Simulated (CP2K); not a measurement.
**Single-point calculation, with input and output: PbS**

The run: single-point calculation of PbS (4 atoms in the cell). Method and program: DFT, PBE, Gaussian and plane waves, basis DZVP-MOLOPT-SR-GTH, GTH potentials (CP2K 2026.2).

The structure derives from a Materials Project entry. The geometry comes from this level: r2scan-rvv10.

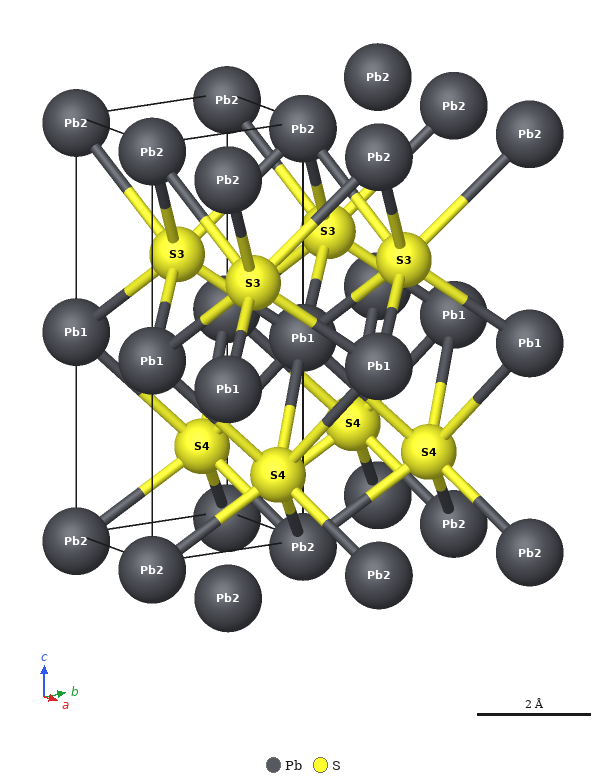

The structure (ball-and-stick view of the cell of the calculation, repeated 2 × 2 × 1, seen slightly off an axis; atoms are numbered from 1 in the order of the input). Near neighbours in the crystal (not all of them lie inside the picture): Pb has 6 S at 2.85 to 3.19 Å; S has 6 Pb at 2.85 to 3.19 Å.

## Results in brief

| quantity | value |
| --- | --- |
| outcome | converged |
| space group (tolerance 0.01 Å) | P6₃mc (186) |
| electrons treated | 20 |
| free energy | −752.0000 eV |
| band gap | 0.33 eV |
| pressure | 2.05 GPa |
| largest force (length of the vector) | 0.043 eV/Å |
| hardware | 2 threads of Arm Neoverse V1, 24 GiB of memory available, shared host |
| wall time | 8.1 s (CPU time 15 s) |
| peak memory | 0.27 GiB |

## Notes

Spin–orbit coupling is left out, which matters for Pb.

## Input
```
&GLOBAL
 PROJECT run
 RUN_TYPE ENERGY_FORCE
 PRINT_LEVEL LOW
&END GLOBAL
&FORCE_EVAL
 METHOD QS
 STRESS_TENSOR ANALYTICAL
 &DFT
  BASIS_SET_FILE_NAME BASIS_MOLOPT
  POTENTIAL_FILE_NAME GTH_POTENTIALS
  &QS
   EXTRAPOLATION USE_GUESS
  &END QS
  &MGRID
   CUTOFF 350
   REL_CUTOFF 50
  &END MGRID
  &XC
   &XC_FUNCTIONAL PBE
   &END XC_FUNCTIONAL
  &END XC
  &KPOINTS
   SCHEME MONKHORST-PACK 5 5 3
   SYMMETRY F
   FULL_GRID F
  &END KPOINTS
  &SCF
   ADDED_MOS 10
   EPS_SCF 1e-6
   MAX_SCF 80
   &DIAGONALIZATION
   &END DIAGONALIZATION
   &MIXING
    METHOD BROYDEN_MIXING
    ALPHA 0.3
   &END MIXING
   &SMEAR
    METHOD FERMI_DIRAC
    ELECTRONIC_TEMPERATURE [K] 232
   &END SMEAR
   &PRINT
    &ITERATION_INFO
    &END ITERATION_INFO
   &END PRINT
  &END SCF
  &PRINT
   &BAND_STRUCTURE
    FILE_NAME bands.bs
    ADDED_MOS 6
    &KPOINT_SET
     UNITS B_VECTOR
     SPECIAL_POINT 0.00000000 0.00000000 0.00000000
     NPOINTS 0
    &END KPOINT_SET
    &KPOINT_SET
     UNITS B_VECTOR
     SPECIAL_POINT -0.00000405 0.50000101 0.00000000
     NPOINTS 0
    &END KPOINT_SET
    &KPOINT_SET
     UNITS B_VECTOR
     SPECIAL_POINT -0.33333940 0.66667071 0.00000000
     NPOINTS 0
    &END KPOINT_SET
    &KPOINT_SET
     UNITS B_VECTOR
     SPECIAL_POINT 0.00000000 0.00000000 0.50000000
     NPOINTS 0
    &END KPOINT_SET
    &KPOINT_SET
     UNITS B_VECTOR
     SPECIAL_POINT -0.00000405 0.50000101 0.50000000
     NPOINTS 0
    &END KPOINT_SET
    &KPOINT_SET
     UNITS B_VECTOR
     SPECIAL_POINT -0.33333940 0.66667071 0.50000000
     NPOINTS 0
    &END KPOINT_SET
    &KPOINT_SET
     UNITS B_VECTOR
     SPECIAL_POINT -0.06250000 0.05468800 0.00000000
     NPOINTS 0
    &END KPOINT_SET
    &KPOINT_SET
     UNITS B_VECTOR
     SPECIAL_POINT -0.00000040 0.05000010 0.00000000
     NPOINTS 0
    &END KPOINT_SET
    &KPOINT_SET
     UNITS B_VECTOR
     SPECIAL_POINT 0.25000000 0.00000000 0.00000000
     NPOINTS 0
    &END KPOINT_SET
    &KPOINT_SET
     UNITS B_VECTOR
     SPECIAL_POINT 0.00000000 0.25000000 0.00000000
     NPOINTS 0
    &END KPOINT_SET
    &KPOINT_SET
     UNITS B_VECTOR
     SPECIAL_POINT 0.00000000 0.00000000 0.25000000
     NPOINTS 0
    &END KPOINT_SET
    &KPOINT_SET
     UNITS B_VECTOR
     SPECIAL_POINT 0.25000000 0.25000000 0.00000000
     NPOINTS 0
    &END KPOINT_SET
    &KPOINT_SET
     UNITS B_VECTOR
     SPECIAL_POINT 0.25000000 0.00000000 0.25000000
     NPOINTS 0
    &END KPOINT_SET
    &KPOINT_SET
     UNITS B_VECTOR
     SPECIAL_POINT 0.00000000 0.25000000 0.25000000
     NPOINTS 0
    &END KPOINT_SET
    &KPOINT_SET
     UNITS B_VECTOR
     SPECIAL_POINT 0.25000000 0.25000000 0.25000000
     NPOINTS 0
    &END KPOINT_SET
   &END BAND_STRUCTURE
  &END PRINT
 &END DFT
 &SUBSYS
  &CELL
   A 4.08588318 0.00000000 0.00000000
   B -2.04299117 3.53845000 0.00000000
   C 0.00000000 0.00000000 7.46920786
  &END CELL
  &COORD
   SCALED
   Pb -0.00000172 1.00000172 0.48291588
   Pb 1.00000172 -0.00000172 0.98291588
   S 0.66666752 0.33333248 0.69628412
   S 0.33333248 0.66666752 0.19628412
  &END COORD
  &KIND Pb
   BASIS_SET DZVP-MOLOPT-SR-GTH
   POTENTIAL GTH-PBE
  &END KIND
  &KIND S
   BASIS_SET DZVP-MOLOPT-SR-GTH
   POTENTIAL GTH-PBE
  &END KIND
 &END SUBSYS
 &PRINT
  &STRESS_TENSOR
  &END STRESS_TENSOR
  &FORCES
  &END FORCES
 &END PRINT
&END FORCE_EVAL
```

Run as:
```bash
cp2k.psmp -i run.inp
```

## Log
```
lx_0jb

 CP2K| version string:                                       CP2K version 2026.2
 CP2K|            -lib tblite libvori libbqb
 CP2K| Input file name                                                   run.inp

 GLOBAL| Force Environment number                                              1
 GLOBAL| Cholesky decomposition library                                ScaLAPACK
 GLOBAL| Direct generalized diagonalization requested                          F
 GLOBAL| Matrix multiplication library                                 ScaLAPACK

 GENERATE|  Preliminary Number of Bonds generated:                             0
 GENERATE|  Achieved consistency in connectivity generation.

 *******************************************************************************
 *******************************************************************************
 **                                                                           **
 **     #####                         ##              ##                      **
 **    ##   ##            ##          ##              ##                      **
 **   ##     ##                       ##            ######                    **
 **   ##     ##  ##   ##  ##   #####  ##  ##   ####   ##    #####    #####    **
 **   ##     ##  ##   ##  ##  ##      ## ##   ##      ##   ##   ##  ##   ##   **
 **   ##  ## ##  ##   ##  ##  ##      ####     ###    ##   ######   ######    **
 **    ##  ###   ##   ##  ##  ##      ## ##      ##   ##   ##       ##        **
 **     #######   #####   ##   #####  ##  ##  ####    ##    #####   ##        **
 **           ##                                                    ##        **
 **                                                                           **
 **                                                ... make the atoms dance   **
 **                                                                           **
 **                      J. Chem. Phys. 152, 194103 (2020)                    **
 **                                                                           **
 *******************************************************************************

 TOTAL NUMBERS AND MAXIMUM NUMBERS

  Total number of            - Atomic kinds:                                   2
                             - Atoms:                                          4
                             - Shell sets:                                     4
                             - Shells:                                        20
                             - Primitive Cartesian functions:                 18
                             - Cartesian basis functions:                     56
                             - Spherical basis functions:                     52

  Maximum angular momentum of- Orbital basis functions:                        2
                             - Local part of the GTH pseudopotential:          0
                             - Non-local part of the GTH pseudopotential:      4

 SCF PARAMETERS         Density guess:                                    ATOMIC
                        --------------------------------------------------------
                        max_scf:                                              80
                        max_scf_history:                                       0
                        max_diis:                                              4
                        --------------------------------------------------------
                        eps_scf:                                        1.00E-06
                        eps_scf_history:                                0.00E+00
                        eps_diis:                                       1.00E-01
                        eps_eigval:                                     1.00E-05
                        --------------------------------------------------------
                        level_shift [a.u.]:                             0.000000
                        added MOs                                        10    0
                        --------------------------------------------------------
                        Mixing method:                            BROYDEN_MIXING
                                                charge density mixing in g-space
                        --------------------------------------------------------
                        Smear method:                                FERMI_DIRAC
                        Electronic temperature [K]:                        232.0
                        Electronic temperature [a.u.]:                  7.35E-04
                        Accuracy threshold:                             1.00E-10
                        --------------------------------------------------------
                        No outer SCF

 Extrapolation method: initial_guess

 Number of electrons:                                                         20
 Number of occupied orbitals:                                                 10
 Number of molecular orbitals:                                                20

 Number of orbital functions:                                                 52
 Number of independent orbital functions:                                     52

 SCF WAVEFUNCTION OPTIMIZATION

  ------------------------------------------------------------------------------
     1 NoMix/Diag. 0.30E+00    0.4     0.43569756       -27.5988195326 -2.76E+01
     2 Broy./Diag. 0.30E+00    0.5     0.10247593       -26.9508325115  6.48E-01
     3 Broy./Diag. 0.30E+00    0.5     0.06037999       -27.5212947807 -5.70E-01
     4 Broy./Diag. 0.30E+00    0.5     0.00758362       -27.6740067904 -1.53E-01
     5 Broy./Diag. 0.30E+00    0.6     0.00403876       -27.6171601347  5.68E-02
     6 Broy./Diag. 0.30E+00    0.5     0.00020081       -27.6356894407 -1.85E-02
     7 Broy./Diag. 0.30E+00    0.5     0.00015945       -27.6348266509  8.63E-04
     8 Broy./Diag. 0.30E+00    0.5     0.00002846       -27.6352763107 -4.50E-04
     9 Broy./Diag. 0.30E+00    0.5     0.00000741       -27.6353655514 -8.92E-05
    10 Broy./Diag. 0.30E+00    0.5     0.00000927       -27.6354397867 -7.42E-05
    11 Broy./Diag. 0.30E+00    0.5     0.00000101       -27.6354685973 -2.88E-05
    12 Broy./Diag. 0.30E+00    0.5     0.00000073       -27.6354882522 -1.97E-05

  *** SCF run converged in    12 steps ***

  Electronic density on regular grids:        -20.0000000000        0.0000000000
  Core density on regular grids:               19.9999999948       -0.0000000052
  Total charge density on r-space grids:       -0.0000000052
  Total charge density g-space grids:          -0.0000000052

  Overlap energy of the core charge distribution:               0.00000000001569
  Self energy of the core charge distribution:                -62.97778462968014
  Core Hamiltonian energy:                                     13.74808382266735
  Hartree energy:                                              28.09526402229067
  Exchange-correlation energy:                                 -6.50105146624688
  Electronic entropic energy:                                  -0.00000000128833
  Fermi energy:                                                 0.15225905595438

  Total energy:                                               -27.63548825224158
  Total energy (extrapolated to T->0):                        -27.63548825159742

 KPOINTS| Band Structure Calculation
 KPOINTS| Number of k-point sets                                              15
 KPOINTS| Number of added MOs/bands                                            6
 KPOINTS| Number of k-points in set    1                                       1
 KPOINTS| In units of b-vector [2pi/Bohr]
 KPOINTS| Special point     1 not specifi     0.000000     0.000000     0.000000
 KPOINTS| Time for k-point line                                            0.003
 KPOINTS| Number of k-points in set    2                                       1
 KPOINTS| In units of b-vector [2pi/Bohr]
 KPOINTS| Special point     1 not specifi    -0.000004     0.500001     0.000000
 KPOINTS| Time for k-point line                                            0.003
 KPOINTS| Number of k-points in set    3                                       1
 KPOINTS| In units of b-vector [2pi/Bohr]
 KPOINTS| Special point     1 not specifi    -0.333339     0.666671     0.000000
 KPOINTS| Time for k-point line                                            0.003
 KPOINTS| Number of k-points in set    4                                       1
 KPOINTS| In units of b-vector [2pi/Bohr]
 KPOINTS| Special point     1 not specifi     0.000000     0.000000     0.500000
 KPOINTS| Time for k-point line                                            0.003
 KPOINTS| Number of k-points in set    5                                       1
 KPOINTS| In units of b-vector [2pi/Bohr]
 KPOINTS| Special point     1 not specifi    -0.000004     0.500001     0.500000
 KPOINTS| Time for k-point line                                            0.003
 KPOINTS| Number of k-points in set    6                                       1
 KPOINTS| In units of b-vector [2pi/Bohr]
 KPOINTS| Special point     1 not specifi    -0.333339     0.666671     0.500000
 KPOINTS| Time for k-point line                                            0.003
 KPOINTS| Number of k-points in set    7                                       1
 KPOINTS| In units of b-vector [2pi/Bohr]
 KPOINTS| Special point     1 not specifi    -0.062500     0.054688     0.000000
 KPOINTS| Time for k-point line                                            0.003
 KPOINTS| Number of k-points in set    8                                       1
 KPOINTS| In units of b-vector [2pi/Bohr]
 KPOINTS| Special point     1 not specifi    -0.000000     0.050000     0.000000
 KPOINTS| Time for k-point line                                            0.003
 KPOINTS| Number of k-points in set    9                                       1
 KPOINTS| In units of b-vector [2pi/Bohr]
 KPOINTS| Special point     1 not specifi     0.250000     0.000000     0.000000
 KPOINTS| Time for k-point line                                            0.003
 KPOINTS| Number of k-points in set   10                                       1
 KPOINTS| In units of b-vector [2pi/Bohr]
 KPOINTS| Special point     1 not specifi     0.000000     0.250000     0.000000
 KPOINTS| Time for k-point line                                            0.003
 KPOINTS| Number of k-points in set   11                                       1
 KPOINTS| In units of b-vector [2pi/Bohr]
 KPOINTS| Special point     1 not specifi     0.000000     0.000000     0.250000
 KPOINTS| Time for k-point line                                            0.003
 KPOINTS| Number of k-points in set   12                                       1
 KPOINTS| In units of b-vector [2pi/Bohr]
 KPOINTS| Special point     1 not specifi     0.250000     0.250000     0.000000
 KPOINTS| Time for k-point line                                            0.003
 KPOINTS| Number of k-points in set   13                                       1
 KPOINTS| In units of b-vector [2pi/Bohr]
 KPOINTS| Special point     1 not specifi     0.250000     0.000000     0.250000
 KPOINTS| Time for k-point line                                            0.003
 KPOINTS| Number of k-points in set   14                                       1
 KPOINTS| In units of b-vector [2pi/Bohr]
 KPOINTS| Special point     1 not specifi     0.000000     0.250000     0.250000
 KPOINTS| Time for k-point line                                            0.003
 KPOINTS| Number of k-points in set   15                                       1
 KPOINTS| In units of b-vector [2pi/Bohr]
 KPOINTS| Special point     1 not specifi     0.250000     0.250000     0.250000
 KPOINTS| Time for k-point line                                            0.003

 ENERGY| Total FORCE_EVAL ( QS ) energy [hartree]            -27.635490083384568

 FORCES| Atomic forces [hartree/bohr]
 FORCES|   Atom     x               y               z               |f|
 FORCES|      1  1.72636156E-07 -1.34664532E-07 -8.29361194E-04   8.29361223E-04
 FORCES|      2 -1.72635289E-07  1.01416399E-07 -8.29346349E-04   8.29346373E-04
 FORCES|      3  3.14951498E-07 -1.80194556E-07  8.29825962E-04   8.29826041E-04
 FORCES|      4 -3.14952359E-07  2.13442864E-07  8.29843278E-04   8.29843366E-04
 FORCES| Sum     5.67944061E-15  1.75289733E-13  9.61697311E-07
 FORCES| Total atomic force                                       9.61697311E-07

 STRESS| Analytical stress tensor [bar]
 STRESS|                        x                   y                   z
 STRESS|      x        2.08394664474E+04   3.03579801787E+00  -3.78367473391E-06
 STRESS|      y        3.03579801787E+00   2.08429060893E+04   3.62177007394E-02
 STRESS|      z       -3.78367473391E-06   3.62177007394E-02   1.96831636531E+04
 STRESS| 1/3 Trace                                             2.04551787299E+04
 STRESS| Determinant                                           8.54948119604E+12

 STRESS| Eigenvectors and eigenvalues of the analytical stress tensor [bar]
 STRESS|                        1                   2                   3
 STRESS| Eigenvalues   1.96831636519E+04   2.08376971636E+04   2.08446753742E+04
 STRESS|      x           0.000000085263      0.863976788093      0.503531637175
 STRESS|      y          -0.000031229313     -0.503531636927      0.863976787673
 STRESS|      z           0.999999999512     -0.000015798612      0.000026938469
```
